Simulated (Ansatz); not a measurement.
# Two runs on Cr2O3

System: Cr2O3 (R-3c, 10 atoms in the cell).
Method of run 1: DFT r2SCAN, scalar-relativistic, plane waves, PAW, spin-polarised (Ansatz 0.2.0).

The structure derives from an entry of the Crystallography Open Database. Text and figures count atoms from 1; the logs count them from 0 in places.

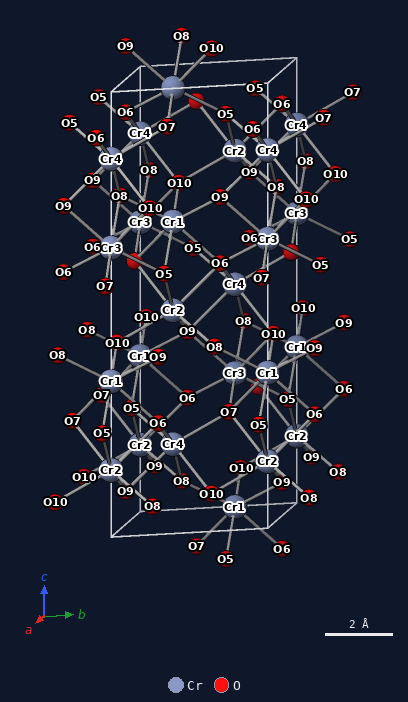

Fig. 1: The structure as given in the input (ball-and-stick view of the cell 3 times as large as that of the calculation, set on its symmetry axes, seen slightly off an axis; bonded neighbours outside the cell are drawn too; atoms are numbered from 1 in the order of the input).

The input, run 1:
```yaml
crystal:
  lattice:
    - [2.4980048255, 1.4422237585, 4.5069451368]
    - [-2.4980048255, 1.4422237585, 4.5069451368]
    - [0.0, -2.8844475169, 4.5069451369]
  atoms:
    - { symbol: Cr, position: [0.3497256891, 0.3497256891, 0.3497256891], spin: 3.0 }
    - { symbol: Cr, position: [0.1502743109, 0.1502743109, 0.1502743109], spin: -3.0 }
    - { symbol: Cr, position: [0.6502743109, 0.6502743109, 0.6502743109], spin: -3.0 }
    - { symbol: Cr, position: [0.8497256891, 0.8497256891, 0.8497256891], spin: 3.0 }
    - { symbol: O, position: [0.5517053457, 0.9482946543, 0.25] }
    - { symbol: O, position: [0.25, 0.5517053457, 0.9482946543] }
    - { symbol: O, position: [0.9482946543, 0.25, 0.5517053457] }
    - { symbol: O, position: [0.4482946543, 0.0517053457, 0.75] }
    - { symbol: O, position: [0.75, 0.4482946543, 0.0517053457] }
    - { symbol: O, position: [0.0517053457, 0.75, 0.4482946543] }
basis:
  ecutwfc: 500
  ecutrho_ratio: 4
kpoints:
  mp_grid: { grid: [6, 6, 6] }
hamiltonian:
  xc: r2scan
scf:
  occupations: { method: gaussian, width: 0.05 }
  lower_state_search: "off"
output:
  forces: true
  stress: true
  eigenvalues: true
  populations: true
magnetization:
  spin_polarized: true
```

Command:
```bash
ansatz run input.yaml --threads 4 --pin off --max-ram 10240MiB --backend cpu --events-out ev --progress --plain --runs-dir out
```

Hardware: 4 threads of Arm Neoverse V2, 112 GiB of memory available, shared host.

Output, shortened to warnings, some set-up lines, iterations and results (run 1):
```
Basis set: ecut = 500 eV, 2471 PW (Γ), exchange–correlation on 160×160×160 points (64 copies of the dense FFT grid, shifted against one another)
Symmetry: 6 space group operations
k-points: 32 of 216 (time reversal used)
Initial density: superposition of atomic densities (chi_scale 0.1, normalization cell, long waves kept (reshape's long-wave potential 0.00 eV rms))
[...]
SCF iter   1: F=-16948.444471 eV  HF=-16947.093140 eV  |F-HF|=1.35e0  |Δ(HF+E_count)|=         —  Δρ=5.26e-2 (↑5.26e-2 ↓5.26e-2)  dr2=3.93e0  dr2_τ=2.53e-1  dr2_m=1.31e0  …
SCF iter   2: F=-16950.464457 eV  HF=-16948.802829 eV  |F-HF|=1.66e0  |Δ(HF+E_count)|=    1.71e0  Δρ=3.93e-2 (↑3.93e-2 ↓3.93e-2)  dr2=1.09e0  dr2_τ=6.07e-2  dr2_m=8.85e-1  …
SCF iter   3: F=-16950.884614 eV  HF=-16950.191657 eV  |F-HF|=6.93e-1  |Δ(HF+E_count)|=    1.39e0  Δρ=2.49e-2 (↑2.49e-2 ↓2.49e-2)  dr2=3.57e-1  dr2_τ=2.85e-2  dr2_m=3.45e-1  …
SCF iter   4: F=-16951.037488 eV  HF=-16951.009942 eV  |F-HF|=2.75e-2  |Δ(HF+E_count)|=   8.18e-1  Δρ=5.70e-3 (↑5.70e-3 ↓5.70e-3)  dr2=4.32e-2  dr2_τ=2.00e-3  dr2_m=1.00e-2  …
SCF iter   5: F=-16951.046657 eV  HF=-16951.038287 eV  |F-HF|=8.37e-3  |Δ(HF+E_count)|=   2.83e-2  Δρ=3.20e-3 (↑3.20e-3 ↓3.20e-3)  dr2=9.23e-3  dr2_τ=3.32e-4  dr2_m=5.69e-3  …
[... 5 lines ...]
SCF iter  11: F=-16951.049182 eV  HF=-16951.049182 eV  |F-HF|=3.91e-7  |Δ(HF+E_count)|=   1.07e-6  Δρ=1.18e-5 (↑1.18e-5 ↓1.18e-5)  dr2=2.57e-7  dr2_τ=8.25e-9  dr2_m=3.41e-8  …
SCF iter  12: F=-16951.049183 eV  HF=-16951.049182 eV  |F-HF|=2.15e-8  |Δ(HF+E_count)|=   6.32e-7  Δρ=8.02e-6 (↑7.99e-6 ↓8.02e-6)  dr2=1.39e-7  dr2_τ=3.43e-9  dr2_m=8.88e-9  …
SCF iter  13: F=-16951.049183 eV  HF=-16951.049183 eV  |F-HF|=1.84e-8  |Δ(HF+E_count)|=   6.41e-8  Δρ=3.82e-6 (↑3.82e-6 ↓3.82e-6)  dr2=3.23e-8  dr2_τ=8.36e-10  dr2_m=1.87e-9  …
SCF iter  14: F=-16951.049183 eV  HF=-16951.049183 eV  |F-HF|=3.00e-9  |Δ(HF+E_count)|=   8.29e-9  Δρ=1.21e-6 (↑1.21e-6 ↓1.20e-6)  dr2=3.02e-9  dr2_τ=1.04e-10  dr2_m=1.43e-10 …
SCF 1 converged in 14 iterations: F = -16951.049183 eV  dr2 = 3.02e-9
this state was not tested for a lower state beside it, because the mixer in use, unlike msr1, does not test its closes by its own steps (another_mixer; see scf.mixing.algorithm and scf.lower_state_search)
SCF converged after 14 iterations
Magnetization: 0.0000 μB (46.0000 up, 46.0000 down)
Absolute magnetization: 11.9104 μB (∫|ρ↑−ρ↓|, with the PAW one-centre terms)
Spin contamination: 5.8397 ħ² per cell (⟨S²⟩ above its minimum at these occupations)
Per-site moments (μB) at R_I (Å): [(2.3728328350604215, 0.8126001332526624), (-2.3728328237744463, 0.8126001332526626), (-2.372832823774446, 0.8126001332526622), (2.3728328350604238, 0.8126001332526624), (-5.298262959363144e-10, 0.8126001332526622), (-5.298263588756832e-10, 0.8126001332526624), …
Free energy (F): -16951.049183 eV
Harris-Foulkes:  -16951.049183 eV  (|F-HF|=3.00e-9)
Internal energy: -16951.049183 eV  (E = F + TS)
E sigma→0 (E₀):  -16951.049183 eV
Fermi energy:    12.775361 eV
--- Per-component energies (eV) ---
  E_band       = -973.476189
  E_kinetic    = 2420.511474
  E_local      = -7900.698594  (includes V_loc(G=0)·N_el)
  E_nonlocal   = 609.812925
  E_hartree    = 3222.022062
  E_xc         = -987.479909
  E_vxc        = -1426.636863  (∫ρ·V_xc dr)
  E_paw        = -5775.411943  (= ΣΔE_a)
  E_vpaw       = -1209.760631  (= ΣTr[D̂ρ^β])
  E_aug_tail   = 0.006738  (compensation charges beyond the density's cutoff)
  E_vtau       = 89.247433  (kinetic-family band-sum trace: ∫τ·v_τ [+ j·A + Jᵃ·Aᵃ] dr)
  E_ewald      = -8538.530980
  E_core_change = -1.280955  (= ΣΔE_core)
  E_smearing   = -0.000000  (= −TS)
  E_closure    = -0.000000  (closes the sum)
  Σ components = -16951.049183   (vs F -16951.049183, Δ=0.00e0)
--- Forces (eV/Å), atoms counted from 1 ---
  atom   1  Cr     0.00000000    -0.00000000    -0.40565675
  atom   2  Cr     0.00000000     0.00000000     0.40565681
  atom   3  Cr    -0.00000000     0.00000000     0.40565681
  atom   4  Cr    -0.00000000    -0.00000000    -0.40565675
  atom   5  O      0.20326711     0.00000005    -0.00000000
  atom   6  O     -0.10163360     0.17603446    -0.00000000
  atom   7  O     -0.10163351    -0.17603451    -0.00000000
  atom   8  O     -0.20326711     0.00000005    -0.00000000
  atom   9  O      0.10163351    -0.17603451    -0.00000000
  atom  10  O      0.10163360     0.17603446    -0.00000000
  max |Σ_I F_I| component: 1.23e-7 eV/Å
--- Stress (GPa, compression-positive) ---
       -2.561303      -0.000000       0.000000
        0.000000      -2.561303       0.000000
[...]
```

For run 2 the input was changed thus:
```diff
-    - { symbol: Cr, position: [0.6502743109, 0.6502743109, 0.6502743109], spin: -3.0 }
-    - { symbol: Cr, position: [0.8497256891, 0.8497256891, 0.8497256891], spin: 3.0 }
+    - { symbol: Cr, position: [0.6502743109, 0.6502743109, 0.6502743109], spin: 3.0 }
+    - { symbol: Cr, position: [0.8497256891, 0.8497256891, 0.8497256891], spin: -3.0 }
```

Predict how the results change.

With the same functional and potentials, run 2 lies 25.3 meV per atom higher. The gap on the mesh goes from 2.60 to 2.37 eV. The pressure goes from −2.32 to −1.51 GPa. The largest force goes from 0.406 to 0.465 eV/Å. The number of SCF iterations is the same. The irreducible k-points go from 32 to 40. On the same kind of shared host run 2 took about 0.66 times as long.

Output, shortened to warnings, some set-up lines, iterations and results (run 2):
```
Basis set: ecut = 500 eV, 2471 PW (Γ), exchange–correlation on 160×160×160 points (64 copies of the dense FFT grid, shifted against one another)
Symmetry: 6 space group operations
k-points: 40 of 216
Initial density: superposition of atomic densities (chi_scale 0.1, normalization cell, long waves kept (reshape's long-wave potential 0.00 eV rms))
[...]
SCF iter   1: F=-16948.484958 eV  HF=-16946.388004 eV  |F-HF|=2.10e0  |Δ(HF+E_count)|=         —  Δρ=5.43e-2 (↑5.43e-2 ↓5.43e-2)  dr2=3.77e0  dr2_τ=2.60e-1  dr2_m=1.43e0  …
SCF iter   2: F=-16950.247552 eV  HF=-16948.400191 eV  |F-HF|=1.85e0  |Δ(HF+E_count)|=    2.01e0  Δρ=3.98e-2 (↑3.98e-2 ↓3.98e-2)  dr2=1.13e0  dr2_τ=6.43e-2  dr2_m=8.89e-1  …
SCF iter   3: F=-16950.653370 eV  HF=-16949.965017 eV  |F-HF|=6.88e-1  |Δ(HF+E_count)|=    1.56e0  Δρ=2.38e-2 (↑2.38e-2 ↓2.38e-2)  dr2=3.42e-1  dr2_τ=2.79e-2  dr2_m=3.05e-1  …
SCF iter   4: F=-16950.784214 eV  HF=-16950.755048 eV  |F-HF|=2.92e-2  |Δ(HF+E_count)|=   7.90e-1  Δρ=5.95e-3 (↑5.95e-3 ↓5.95e-3)  dr2=4.77e-2  dr2_τ=2.16e-3  dr2_m=1.07e-2  …
SCF iter   5: F=-16950.793398 eV  HF=-16950.784990 eV  |F-HF|=8.41e-3  |Δ(HF+E_count)|=   2.99e-2  Δρ=3.51e-3 (↑3.51e-3 ↓3.51e-3)  dr2=1.14e-2  dr2_τ=3.97e-4  dr2_m=6.71e-3  …
[... 5 lines ...]
SCF iter  11: F=-16950.796050 eV  HF=-16950.796050 eV  |F-HF|=2.46e-7  |Δ(HF+E_count)|=   1.37e-6  Δρ=1.29e-5 (↑1.29e-5 ↓1.29e-5)  dr2=3.25e-7  dr2_τ=9.66e-9  dr2_m=4.73e-8  …
SCF iter  12: F=-16950.796050 eV  HF=-16950.796050 eV  |F-HF|=9.88e-8  |Δ(HF+E_count)|=   4.07e-7  Δρ=8.94e-6 (↑8.90e-6 ↓8.94e-6)  dr2=1.57e-7  dr2_τ=4.38e-9  dr2_m=1.19e-8  …
SCF iter  13: F=-16950.796050 eV  HF=-16950.796050 eV  |F-HF|=2.59e-9  |Δ(HF+E_count)|=   1.33e-7  Δρ=3.49e-6 (↑3.48e-6 ↓3.49e-6)  dr2=2.35e-8  dr2_τ=7.19e-10  dr2_m=1.40e-9  …
SCF iter  14: F=-16950.796050 eV  HF=-16950.796050 eV  |F-HF|=5.51e-9  |Δ(HF+E_count)|=   7.27e-9  Δρ=1.48e-6 (↑1.48e-6 ↓1.48e-6)  dr2=5.05e-9  dr2_τ=1.47e-10  dr2_m=1.40e-10 …
SCF 1 converged in 14 iterations: F = -16950.796050 eV  dr2 = 5.05e-9
this state was not tested for a lower state beside it, because the mixer in use, unlike msr1, does not test its closes by its own steps (another_mixer; see scf.mixing.algorithm and scf.lower_state_search)
SCF converged after 14 iterations
Magnetization: 0.0000 μB (46.0000 up, 46.0000 down)
Absolute magnetization: 11.5827 μB (∫|ρ↑−ρ↓|, with the PAW one-centre terms)
Spin contamination: 5.8641 ħ² per cell (⟨S²⟩ above its minimum at these occupations)
Per-site moments (μB) at R_I (Å): [(2.3440791100225296, 0.8126001332526624), (-2.344079104207998, 0.8126001332526626), (2.344079110022529, 0.8126001332526622), (-2.344079104207998, 0.8126001332526624), (5.753580652412877e-10, 0.8126001332526622), (5.753578526967702e-10, 0.8126001332526624), …
Free energy (F): -16950.796050 eV
Harris-Foulkes:  -16950.796050 eV  (|F-HF|=5.51e-9)
Internal energy: -16950.796050 eV  (E = F + TS)
E sigma→0 (E₀):  -16950.796050 eV
Fermi energy:    12.767218 eV
--- Per-component energies (eV) ---
  E_band       = -971.868622
  E_kinetic    = 2420.885569
  E_local      = -7902.295991  (includes V_loc(G=0)·N_el)
  E_nonlocal   = 610.397580
  E_hartree    = 3223.196658
  E_xc         = -987.427121
  E_vxc        = -1426.440548  (∫ρ·V_xc dr)
  E_paw        = -5775.747552  (= ΣΔE_a)
  E_vpaw       = -1209.992490  (= ΣTr[D̂ρ^β])
  E_aug_tail   = 0.006741  (compensation charges beyond the density's cutoff)
  E_vtau       = 89.181214  (kinetic-family band-sum trace: ∫τ·v_τ [+ j·A + Jᵃ·Aᵃ] dr)
  E_ewald      = -8538.530980
  E_core_change = -1.280955  (= ΣΔE_core)
  E_smearing   = -0.000000  (= −TS)
  E_closure    = -0.000000  (closes the sum)
  Σ components = -16950.796050   (vs F -16950.796050, Δ=0.00e0)
--- Forces (eV/Å), atoms counted from 1 ---
  atom   1  Cr    -0.00000000    -0.00000000    -0.46473526
  atom   2  Cr     0.00000000     0.00000000     0.46473525
  atom   3  Cr     0.00000000     0.00000000     0.46473526
  atom   4  Cr    -0.00000000    -0.00000000    -0.46473525
  atom   5  O      0.11189890    -0.00000002     0.00000001
  atom   6  O     -0.05594943     0.09690731     0.00000001
  atom   7  O     -0.05594947    -0.09690728     0.00000001
  atom   8  O     -0.11189890     0.00000002    -0.00000001
  atom   9  O      0.05594943    -0.09690731    -0.00000001
  atom  10  O      0.05594947     0.09690728    -0.00000001
  max |Σ_I F_I| component: 1.11e-16 eV/Å
--- Stress (GPa, compression-positive) ---
       -0.286345      -0.000000      -0.000000
        0.000000      -0.286345      -0.000000
       -0.000000      -0.000000      -3.951392
[...]
```

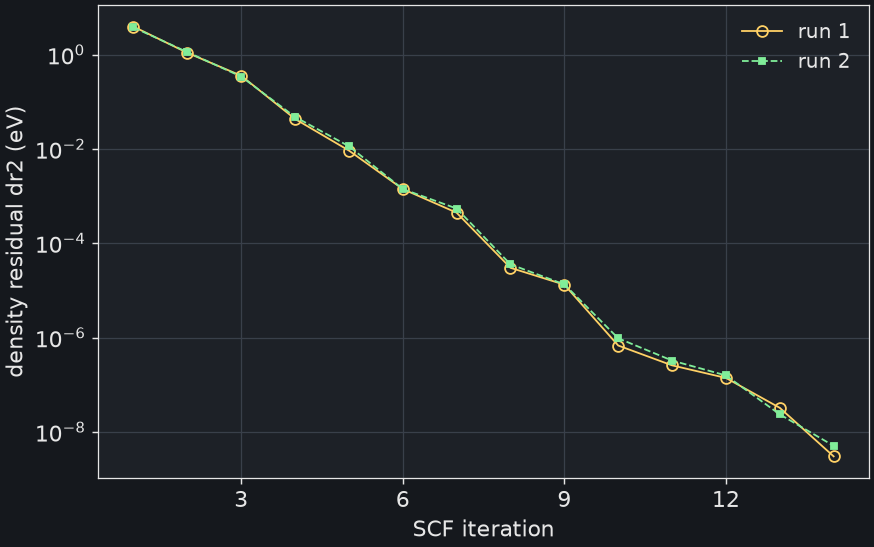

Fig. 2: Convergence of the two runs: density residual dr2 against the SCF iteration. Run 1 takes 14 iterations in all, and run 2 takes 14.

The two runs side by side:

| quantity | run 1 | run 2 |
| --- | --- | --- |
| outcome | converged | converged |
| free energy per atom (eV) | −1695.1049 | −1695.0796 |
| gap on the mesh (eV) | 2.60 | 2.37 |
| net moment of the cell (μB) | 0.00 | 0.00 |
| absolute moment of the cell (μB) | 11.91 | 11.58 |
| pressure (GPa) | −2.32 | −1.51 |
| largest force (eV/Å) | 0.406 | 0.465 |
| SCF iterations | 14 | 14 |
| irreducible k-points | 32 | 40 |
| plane waves at Γ | 2471 | 2471 |
| wall time (shared host) | 40 s | 27 s |

For both runs: Warnings: the state was not tested for a lower one. Semilocal DFT without U tends to delocalise the d electrons of such compounds and to underestimate the gap.
